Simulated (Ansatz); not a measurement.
# Two runs on Si

System: Si (2 atoms in the cell).
Method of run A: DFT PBE, scalar-relativistic, plane waves, PAW, no spin polarisation (Ansatz 0.2.0).

The structure derives from a Materials Project entry. Text and figures count atoms from 1; the logs count them from 0 in places.

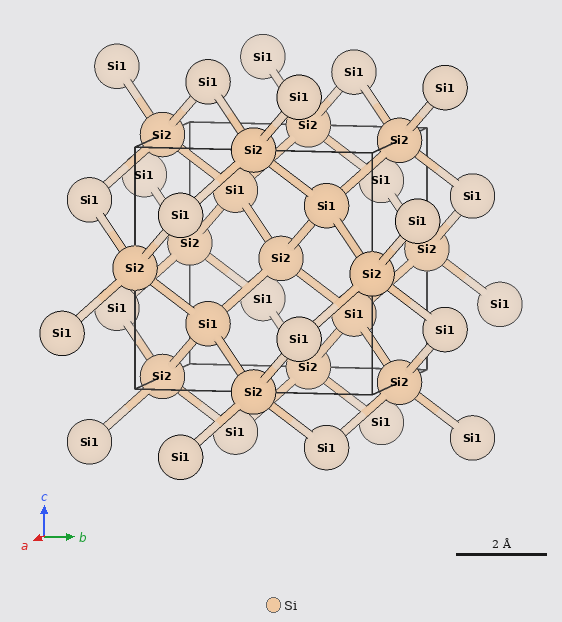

Fig. 1: The input geometry (ball-and-stick view of the cell 4 times as large as that of the calculation, set on its symmetry axes, seen slightly off an axis; neighbours outside the cell are drawn fainter; atoms are numbered from 1 in the order of the input). Near neighbours in the crystal (not all of them lie inside the picture): Si has 4 Si at 2.36 Å.

### The input, run A
```yaml
crystal:
  lattice:
    - [0.0, 2.72185119, 2.72185119]
    - [2.72185119, 0.0, 2.72185119]
    - [2.72185119, 2.72185119, 0.0]
  atoms:
    - { symbol: Si, position: [0.75, 0.75, 0.75] }
    - { symbol: Si, position: [0.5, 0.5, 0.5] }
basis:
  ecutwfc: 420
kpoints:
  mp_grid: { grid: [8, 8, 8] }
hamiltonian:
  xc: pbe
scf:
  occupations: { method: gaussian, width: 0.02 }
output:
  forces: true
  stress: true
  eigenvalues: true
  write_density: true
  write_potential: true
  elf: true
  volumetric_format: npy
relax:
  adjacent_minimum: "off"
  f_tol: 0.005
  max_steps: 80
  cell: { stress_tol: 0.05 }
```

Command:
```bash
ansatz run input.yaml --threads 4 --pin off --max-ram 8192MiB --backend cpu --events-out ev --progress --plain --runs-dir out
```

Hardware: 4 threads of Intel Xeon @ 2.10GHz (Emerald Rapids), 189 GiB of memory available, shared host.

### Output, shortened to warnings, some set-up lines, iterations and results (run A)
```
Basis set: ecut = 420 eV, 749 PW (Γ), exchange–correlation on 54×54×54 points (8 copies of the dense FFT grid, shifted against one another)
Symmetry: 48 space group operations
k-points: 29 of 512
Initial density: superposition of atomic densities (neutral atoms: chi_scale 0, normalization atom), corrected by the library's trained network
[...]
SCF iter   1: F=—  HF=-1271.613621 eV  |F-HF|=—  |Δ(HF+E_count)|=         —  Δρ=1.14e-3  dr2=2.88e-4  ethr=1.77e-3  ⟨swp⟩=6.2  Hψ=2108  notcnv=0
SCF iter   2: F=—  HF=-1271.613993 eV  |F-HF|=—  |Δ(HF+E_count)|=   3.71e-4  Δρ=4.77e-4  dr2=4.71e-5  ethr=3.60e-6  ⟨swp⟩=2.1  Hψ=603  notcnv=0
SCF iter   3: F=—  HF=-1271.614035 eV  |F-HF|=—  |Δ(HF+E_count)|=   4.24e-5  Δρ=9.18e-5  dr2=2.16e-6  ethr=5.89e-7  ⟨swp⟩=2.1  Hψ=349  notcnv=0
SCF iter   4: F=—  HF=-1271.614036 eV  |F-HF|=—  |Δ(HF+E_count)|=   1.30e-6  Δρ=1.99e-5  dr2=1.20e-7  ethr=2.70e-8  ⟨swp⟩=2.0  Hψ=348  notcnv=0
SCF iter   5: F=-1271.614036 eV  HF=-1271.614036 eV  |F-HF|=8.12e-10  |Δ(HF+E_count)|=   2.68e-8  Δρ=2.52e-6  dr2=1.16e-9  ethr=1.50e-9  ⟨swp⟩=2.0  Hψ=348  notcnv=0
[... 15 lines ...]
SCF iter   2: F=—  HF=-1271.616497 eV  |F-HF|=—  |Δ(HF+E_count)|=   6.02e-6  Δρ=6.67e-6  dr2=7.32e-9  ethr=3.30e-10  ⟨swp⟩=2.5  Hψ=353  notcnv=0
SCF iter   3: F=—  HF=-1271.616497 eV  |F-HF|=—  |Δ(HF+E_count)|=   4.26e-8  Δρ=4.48e-7  dr2=5.10e-11  ethr=9.16e-11  ⟨swp⟩=2.0  Hψ=347  notcnv=0
SCF iter   4: F=-1271.616497 eV  HF=-1271.616497 eV  |F-HF|=9.09e-12  |Δ(HF+E_count)|=  3.52e-11  Δρ=1.51e-7  dr2=3.60e-12  ethr=1.00e-12  ⟨swp⟩=5.9  Hψ=918  notcnv=0
SCF 4 converged in 4 iterations: F = -1271.616497 eV  dr2 = 3.60e-12
relax step   4: F+E_penalty+E_count = -1271.61649663 eV  Δ(F+E_penalty+E_count) = -8.897e-5 eV  max|allowed force component| = 3.007e-17 eV/Å  Δτ_max = 0.0000 Å  P = +0.012 …
basis re-selected at this cell: Δ(F+E_penalty+E_count) = -8.897e-5 eV, ΔP = +0.004 GPa vs the last step (what re-selecting the basis moved, of the pressure what is left beyond the Pulay correction that the steps carried, after the strain that the cell walked since its last selection, with what the …
SCF converged after 4 iterations
Free energy (F): -1271.616497 eV
Harris-Foulkes:  -1271.616497 eV  (|F-HF|=9.09e-12)
Internal energy: -1271.616497 eV  (E = F + TS)
E sigma→0 (E₀):  -1271.616497 eV
Fermi energy:    6.329239 eV
--- Per-component energies (eV) ---
  E_band       = 8.031160
  E_kinetic    = 80.156527
  E_local      = -56.161366  (includes V_loc(G=0)·N_el)
  E_nonlocal   = 51.743674
  E_hartree    = 15.187325
  E_xc         = -110.122673
  E_vxc        = -93.154806  (∫ρ·V_xc dr)
  E_paw        = -1025.533991  (= ΣΔE_a)
  E_vpaw       = -4.927528  (= ΣTr[D̂ρ^β])
  E_aug_tail   = 0.000013  (compensation charges beyond the density's cutoff)
  E_ewald      = -226.886004
  E_smearing   = -0.000000  (= −TS)
  E_closure    = 0.000000  (closes the sum)
  Σ components = -1271.616497   (vs F -1271.616497, Δ=0.00e0)
--- Forces (eV/Å), atoms counted from 1 ---
  atom   1  Si     0.00000000     0.00000000     0.00000000
  atom   2  Si    -0.00000000     0.00000000    -0.00000000
  max |Σ_I F_I| component: 1.85e-17 eV/Å
--- Stress (GPa, compression-positive) ---
        0.011542      -0.000000      -0.000000
       -0.000000       0.011542      -0.000000
       -0.000000       0.000000       0.011542
  P = ⅓ Tr σ = 0.0115 GPa (0.115 kbar)
--- Relaxed structure (3 steps of the walk, 3 accepted, 1 SCFs on fresh bases) ---
  F+E_penalty+E_count = -1271.61649663 eV   max|allowed force component| = 3.007e-17 eV/Å   (the final SCF, on the basis selected at the relaxed cell)
  cell:  # Å, volume = 40.9189 Å³
    - [-1.681472770855545e-33, 2.735046877138093, 2.735046877138093]
    - [2.735046877138093, 2.5476860164477963e-35, 2.735046877138093]
    - [2.735046877138093, 2.735046877138093, 8.916901057567282e-34]
  atoms:
    - { symbol: Si, position: [0.7499999999999999, 0.7499999999999999, 0.7499999999999999] }
    - { symbol: Si, position: [0.5, 0.5, 0.5] }
```

The input of run B differs as follows (lines with − go, lines with + come):
```diff
+  symmetry: { detect: false }
+  n_extra_bands: 1
-  write_density: true
-  write_potential: true
-  elf: true
-  volumetric_format: npy
-  f_tol: 0.005
+  f_tol: 0.05
+  max_displacement: 0.3
```

Predict how the results change.

Both reach the same energy, so the change doesn't alter the result. The SCF takes 18 iterations over all geometry steps against 17. The irreducible k-points go from 29 to 260. On the same kind of shared host run B took about 2.5 times as long.

### Output, shortened to warnings, some set-up lines, iterations and results (run B)
```
Basis set: ecut = 420 eV, 749 PW (Γ), exchange–correlation on 54×54×54 points (8 copies of the dense FFT grid, shifted against one another)
Symmetry: 1 space group operations
k-points: 260 of 512 (time reversal used)
Initial density: superposition of atomic densities (neutral atoms: chi_scale 0, normalization atom), corrected by the library's trained network
[...]
SCF iter   1: F=—  HF=-1271.611058 eV  |F-HF|=—  |Δ(HF+E_count)|=         —  Δρ=1.10e-3  dr2=2.70e-4  ethr=1.77e-3  ⟨swp⟩=6.1  Hψ=14987  notcnv=0
SCF iter   2: F=—  HF=-1271.611388 eV  |F-HF|=—  |Δ(HF+E_count)|=   3.30e-4  Δρ=4.91e-4  dr2=5.05e-5  ethr=3.37e-6  ⟨swp⟩=2.1  Hψ=4296  notcnv=0
SCF iter   3: F=—  HF=-1271.611434 eV  |F-HF|=—  |Δ(HF+E_count)|=   4.55e-5  Δρ=6.90e-5  dr2=1.24e-6  ethr=6.31e-7  ⟨swp⟩=2.2  Hψ=2384  notcnv=0
SCF iter   4: F=-1271.611435 eV  HF=-1271.611435 eV  |F-HF|=1.98e-8  |Δ(HF+E_count)|=   7.00e-7  Δρ=1.39e-5  dr2=5.03e-8  ethr=1.55e-8  ⟨swp⟩=2.0  Hψ=2340  notcnv=0
SCF iter   5: F=-1271.611435 eV  HF=-1271.611435 eV  |F-HF|=3.15e-10  |Δ(HF+E_count)|=   2.66e-8  Δρ=1.03e-6  dr2=2.25e-10  ethr=6.29e-10  ⟨swp⟩=2.9  Hψ=2387  notcnv=0
[... 16 lines ...]
SCF iter   2: F=—  HF=-1271.616496 eV  |F-HF|=—  |Δ(HF+E_count)|=   3.05e-6  Δρ=5.22e-6  dr2=1.44e-9  ethr=6.31e-11  ⟨swp⟩=2.0  Hψ=2349  notcnv=0
SCF iter   3: F=—  HF=-1271.616496 eV  |F-HF|=—  |Δ(HF+E_count)|=   3.69e-8  Δρ=4.47e-7  dr2=7.81e-11  ethr=1.80e-11  ⟨swp⟩=2.0  Hψ=2340  notcnv=0
SCF iter   4: F=-1271.616496 eV  HF=-1271.616496 eV  |F-HF|=6.14e-12  |Δ(HF+E_count)|=  1.30e-11  Δρ=1.74e-7  dr2=4.86e-12  ethr=1.00e-12  ⟨swp⟩=5.8  Hψ=6370  notcnv=0
SCF 4 converged in 4 iterations: F = -1271.616496 eV  dr2 = 4.86e-12
relax step   4: F+E_penalty+E_count = -1271.61649590 eV  Δ(F+E_penalty+E_count) = -9.159e-5 eV  max|allowed force component| = 5.436e-3 eV/Å  Δτ_max = 0.0000 Å  P = -0.012 …
basis re-selected at this cell: Δ(F+E_penalty+E_count) = -9.159e-5 eV, ΔP = +0.004 GPa vs the last step (what re-selecting the basis moved, of the pressure what is left beyond the Pulay correction that the steps carried, after the strain that the cell walked since its last selection, with what the …
WARN: the relaxation ended near the 48 symmetry operations of its rattled start. A stable structure does so, and so can a saddle point along a move or strain that wasn't checked. `relax.random_displacement` or `relax.escape_saddle: true` tries the moves, and a distorted `crystal.lattice` a strain
SCF converged after 4 iterations
Free energy (F): -1271.616496 eV
Harris-Foulkes:  -1271.616496 eV  (|F-HF|=6.14e-12)
Internal energy: -1271.616496 eV  (E = F + TS)
E sigma→0 (E₀):  -1271.616496 eV
Fermi energy:    6.327651 eV
--- Per-component energies (eV) ---
  E_band       = 8.015113
  E_kinetic    = 80.147832
  E_local      = -56.177788  (includes V_loc(G=0)·N_el)
  E_nonlocal   = 51.740328
  E_hartree    = 15.190577
  E_xc         = -110.118802
  E_vxc        = -93.149726  (∫ρ·V_xc dr)
  E_paw        = -1025.532965  (= ΣΔE_a)
  E_vpaw       = -4.926691  (= ΣTr[D̂ρ^β])
  E_aug_tail   = 0.000013  (compensation charges beyond the density's cutoff)
  E_ewald      = -226.865691
  E_smearing   = -0.000000  (= −TS)
  E_closure    = 0.000000  (closes the sum)
  Σ components = -1271.616496   (vs F -1271.616496, Δ=0.00e0)
--- Forces (eV/Å), atoms counted from 1 ---
  atom   1  Si     0.00145420     0.00543600     0.00203363
  atom   2  Si    -0.00145418    -0.00543600    -0.00203362
  max |Σ_I F_I| component: 1.94e-8 eV/Å
--- Stress (GPa, compression-positive) ---
       -0.011261       0.002207       0.005604
        0.002207      -0.014170       0.002601
        0.005604       0.002601      -0.011588
  P = ⅓ Tr σ = -0.0123 GPa (-0.123 kbar)
--- Relaxed structure (3 steps of the walk, 3 accepted, 1 SCFs on fresh bases) ---
  F+E_penalty+E_count = -1271.61649590 eV   max|allowed force component| = 5.436e-3 eV/Å   (the final SCF, on the basis selected at the relaxed cell)
  cell:  # Å, volume = 40.9299 Å³
    - [0.00022793498924573308, 2.7353680959151916, 2.735295089952848]
    - [2.735428469774875, 8.510601532231619e-5, 2.7354379189267712]
    - [2.7353217626059876, 2.735404217720227, 0.00019181318421018423]
  atoms:
[...]
```

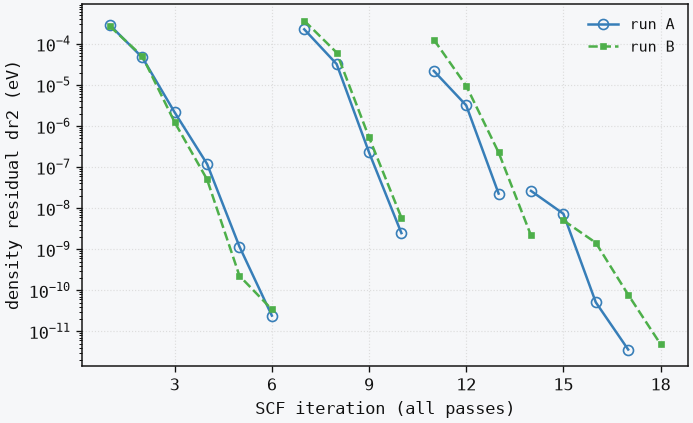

Fig. 2: Convergence of the two runs: density residual dr2 against the SCF iteration. A break in a curve parts two SCF passes. Run A takes 17 iterations in all, and run B takes 18.

### The two runs side by side

```csv
quantity,run A,run B
outcome,converged,converged
free energy per atom (eV),−635.8082,−635.8082
gap on the mesh (eV),0.65,0.65
pressure (GPa),0.01,−0.01
volume per atom (Å³),20.46,20.46
largest force (eV/Å),0.000,0.006
SCF iterations,17,18
irreducible k-points,29,260
wall time (shared host),9.2 s,23 s
```
